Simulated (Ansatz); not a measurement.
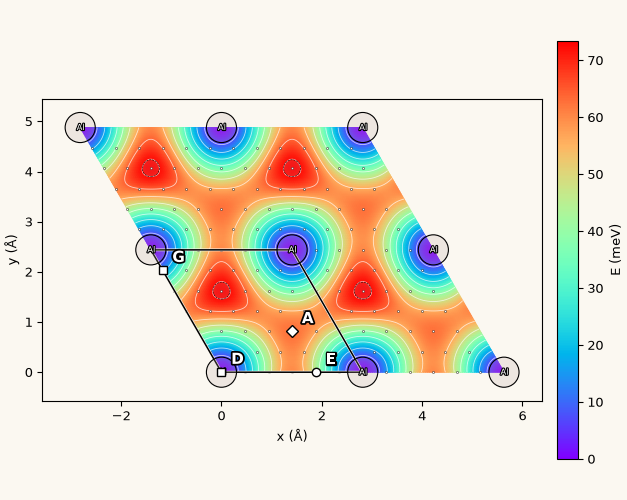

H on an Al(111) slab cut from the Fm-3m phase, its upper half relaxed before the scan (12 atoms of substrate and one adsorbate in a 2 × 2 cell). 
- H is moved over the surface cell at a fixed height above a rigid substrate; the origin of the map has the adsorbate above Al9; the height is held at 3.10 Å.
- Places are given modulo a cell vector. The map is drawn in real space over the plane of the surface.
- The grid has 6 × 6 points; 10 points were computed and 26 follow by symmetry.
- Places are given in fractions of the 1 × 1 surface cell.
- Energies: meV, counted from the lowest grid point.
- The runs have no spin polarisation, so an open-shell adsorbate far from the surface lies too high. At a fixed height the lowest place need not be the adsorption site.
- All numbers below come from Ansatz, DFT PBE+D3(BJ), scalar-relativistic, plane waves, PAW. Settings: cutoff 420 eV, k-mesh 6×6×1, gaussian smearing 0.1 eV, no spin polarisation.

In the figure: a smooth colour map with a few white contour lines, dots at the grid points, labelled circles for the atoms of the top layer and small ones for the second layer, the outline of one cell of the 2 × 2 shown, lettered points. Between grid points the surface is interpolated.

Q: Is G the lowest point of the computed grid?

A: No. G lies 15 meV above the lowest grid point, which is at the top site over a surface Al atom, (0/6, 0/6) of the cell vectors.

Q: What kind of point is each of A, D, E: minimum, saddle, maximum or slope?

A: A: maximum; D: minimum; E: on a slope. (In these two coordinates alone; a stationary point may lie a little off the grid point.)

Q: Rank the lettered points by energy, lowest first.

A: D (0 meV), G (15 meV), E (45 meV), A (62 meV).

PAW datasets: the set soft_1.
